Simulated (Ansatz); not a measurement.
# C₂₄Cl: single-point calculation (part 1 of 4)

C₂₄Cl (slab, 25 atoms in the cell), computed with DFT PBE+D3(BJ), scalar-relativistic, plane waves, PAW, PAW set soft_1, spin-polarised (Ansatz 0.2.0).

The structure derives from an entry of the Crystallography Open Database. Figures and captions count atoms from 1; the log counts them from 0 in places.

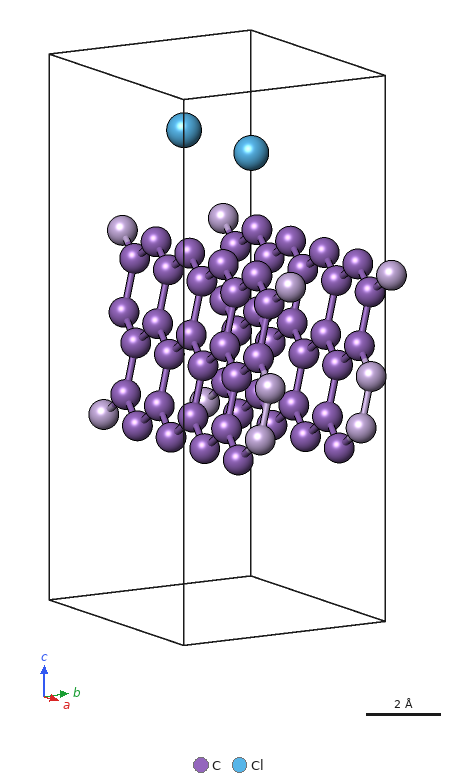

Fig. 1: The structure (ball-and-stick view of the 2 × 1 repeat of the cell, with the vacuum cut short, seen slightly off an axis; neighbours outside the cell are drawn fainter). An atom can appear more than once, as a periodic image.

Summary

```csv
quantity,value
outcome,converged
electrons treated,103
free energy,−7079.9596 eV
"work function, top face",7.63 eV
"work function, bottom face",5.19 eV
Fermi energy,−2.462 eV
gap on the k-point mesh,none (metallic)
net moment of the cell,0.94 μB
integrated absolute moment,9.68 μB
work function (upper face),7.63 eV
largest force (length of the vector),3.666 eV/Å
hardware,"4 threads of Arm Neoverse V1, 24 GiB of memory available, shared host"
wall time,5.5 min (CPU time 21 min)
peak memory,3.7 GiB
```

Notes

The program warns: the state was not tested for a lower one; the exchange-correlation potential is rough where the density is thin.

The input
```yaml
crystal:
  lattice:
    - [4.9299148964, 0.0, 0.0]
    - [-2.4649574482, 6.8655575602, 0.0]
    - [0.0, 0.0, 22.2276622644]
  atoms:
    - { symbol: C, position: [0.4018120009, 0.3036240018, 0.1799559464] }
    - { symbol: C, position: [0.4018120009, 0.8036240018, 0.1799559464] }
    - { symbol: C, position: [0.9018120009, 0.3036240018, 0.1799559464] }
    - { symbol: C, position: [0.9018120009, 0.8036240018, 0.1799559464] }
    - { symbol: C, position: [0.1626401228, 0.3252802456, 0.2112622584] }
    - { symbol: C, position: [0.1626401228, 0.8252802456, 0.2112622584] }
    - { symbol: C, position: [0.6626401228, 0.3252802456, 0.2112622584] }
    - { symbol: C, position: [0.6626401228, 0.8252802456, 0.2112622584] }
    - { symbol: C, position: [0.1840380628, 0.3680761257, 0.2739086929] }
    - { symbol: C, position: [0.1840380628, 0.8680761256, 0.2739086929] }
    - { symbol: C, position: [0.6840380628, 0.3680761257, 0.2739086929] }
    - { symbol: C, position: [0.6840380628, 0.8680761256, 0.2739086929] }
    - { symbol: C, position: [0.4447372324, 0.3894666362, 0.3044210713] }
    - { symbol: C, position: [0.4447372324, 0.8894666362, 0.3044210713] }
    - { symbol: C, position: [0.9447372324, 0.3894666362, 0.3044210713] }
    - { symbol: C, position: [0.9447372324, 0.8894666362, 0.3044210713] }
    - { symbol: C, position: [0.4674579614, 0.4348943234, 0.3699089568] }
    - { symbol: C, position: [0.4674579614, 0.9348943234, 0.3699089568] }
    - { symbol: C, position: [0.9674579614, 0.4348943234, 0.3699089568] }
    - { symbol: C, position: [0.9674579614, 0.9348943234, 0.3699089568] }
    - { symbol: C, position: [0.2271533028, 0.4542694799, 0.3971475794] }
    - { symbol: C, position: [0.2271533028, 0.9542694799, 0.3971475794] }
    - { symbol: C, position: [0.7271533028, 0.4542694799, 0.3971475794] }
    - { symbol: C, position: [0.7271533028, 0.9542694799, 0.3971475794] }
    - { symbol: Cl, position: [0.3938199695, 0.5376028133, 0.5366134379], spin: 1.0 }
basis:
  ecutwfc: 420
kpoints:
  mp_grid: { grid: [6, 4, 1] }
hamiltonian:
  xc: pbe
  pseudopotentials: { kind: paw, azcp: { folder: soft_1 } }
  dispersion: d3bj
scf:
  occupations: { method: gaussian, width: 0.05 }
output:
  forces: true
  eigenvalues: true
  populations: true
  write_density: true
  write_potential: true
  elf: true
  volumetric_format: npy
magnetization:
  spin_polarized: true
efield:
  axis: 3
  dipole_correction: true
  ramp_width: 0.04
```

Launched with:
```bash
ansatz run input.yaml --threads 4 --pin off --max-ram 12288MiB --backend cpu --events-out ev --progress --plain --runs-dir out
```

The program's output
```
Engine: ansatz 0.2.0, aarch64-unknown-linux-gnu
Pseudopotentials: kind: paw
Pseudopotential: C, paw, valence charge 4, recommended cutoff 420 eV (normal), [file]
Pseudopotential: Cl, paw, valence charge 7, recommended cutoff 420 eV (normal), [file]
Functional definition: PBE
  parameter kappa = 0.804
  parameter beta = 0.06672455060314922
  exchange = pbe_x(kappa = kappa, mu = beta*pi^2/3)
  correlation = pbe_c(beta = beta)
Crystal: 25 atoms, lattice volume = 752.331 Å³
Basis set: ecut = 420 eV, 14697 PW (Γ), exchange–correlation on 72×100×300 points (8 copies of the dense FFT grid, shifted against one another)
Bands: 77, of which v1, the nominal top of the filled ones, is band 52 counted from 1 (51 counted from 0)
Symmetry: 1 space group operations
k-points: 14 of 24 (time reversal used)
Non-local potential: C, projectors of the file, l = 0: 2, l = 1: 2, l = 2: 1
Non-local potential: Cl, projectors of the file, l = 0: 2, l = 1: 2, l = 2: 1
PAW form: soft (Blöchl's): semilocal exchange-correlation on the pseudo side does not see the compensation charge
PAW one-centre angular grid: C, 110 points (default); XC on 64 Gauss nodes
PAW one-centre angular grid: Cl, 110 points (default); XC on 64 Gauss nodes
Starting moments: Σ|m| = 1 μB on 1 of 25 sites
Initial wavefunctions: pseudopotential atomic-orbital guess
Functional: x = pbe(κ = 0.804, μ = 0.2195149727645171), c = pbe(β = 0.06672455060314922)
```
